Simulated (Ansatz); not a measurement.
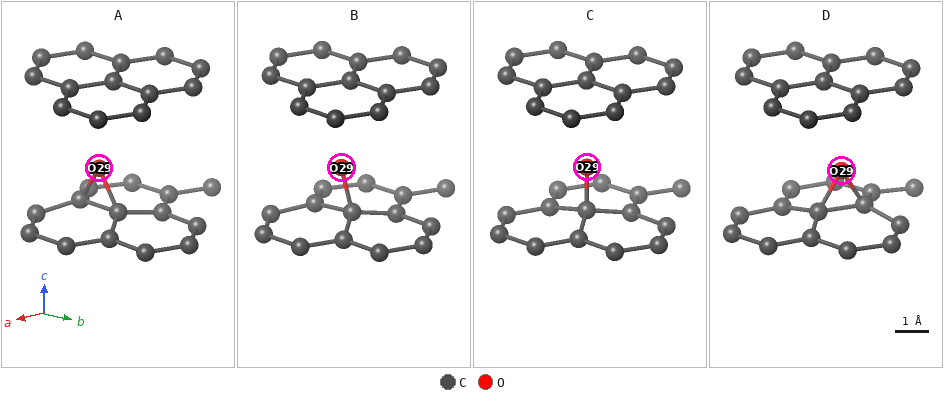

4 geometries from a converged minimum-energy path of a defect cell of composition C$_{28}$O (29 atoms in the cell), shuffled. A ball-and-stick model of the atoms within 4.1 Å of the middle of the path, seen from a free direction. The moving atom is ringed, with any periodic copies. Bonds to atoms that aren't drawn are left out.

Level of theory: Ansatz, DFT PBE, scalar-relativistic, plane waves, PAW. Settings: plane-wave cutoff 420 eV; k-point mesh 4 × 4 × 3; Gaussian smearing 0.1 eV; 3 movable images; climbing image.

Question: One of them is the converged climbing image. Which?

Answer: C. In order along the path, whose images run from 0 to 4: D (image 0, 0.00 eV), C (image 2, +0.67 eV), B (image 3, +0.44 eV), A (image 4, 0.00 eV). The O atom travels furthest, 1.06 Å from end to end, along [1 −2 0], on a path that bends up to 0.34 Å away from the straight line. At the highest image its nearest neighbour (C) is 1.41 Å away, against 1.46 Å at the start, and the surrounding atoms stand up to 0.15 Å off the mean of their end positions.

Limits of the set-up: the periodic images lie only 6.5 Å apart, so the values are limited by the cell's size.
